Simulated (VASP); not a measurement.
LiF, space group P6_3mc (No. 186), a = 3.058 Å, b = 3.058 Å, c = 4.802 Å, α = 90.00°, β = 90.00°, γ = 120.00°

```json
{"site": "F", "Wyckoff": "2b", "x": "0.6667", "y": "0.3333", "z": "0.4940"}
{"site": "Li", "Wyckoff": "2b", "x": "0.6667", "y": "0.3333", "z": "0.8810"}
```

Source: the geometry relaxed with VASP Kohn-Sham DFT of a periodic cell, LAK, VASP PAW PBE potentials, recommended in VASP.

Question: Describe the coordination of Li.

Answer: LiF4: an essentially ideal tetrahedron (coordination number 4, S = 0.05; next best see-saw, S = 9.3). Bonds: 3 × Li–F 1.85 Å and 1 × Li–F 1.86 Å. The next neighbour, not counted, lies at 2.94 Å.

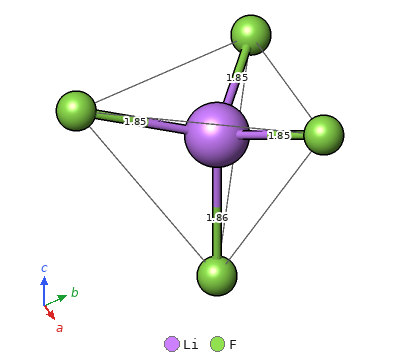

The polyhedron about Li. Continuous shape measures are computed against ideal polyhedra (0 is ideal; above about 3 the distortion is strong).
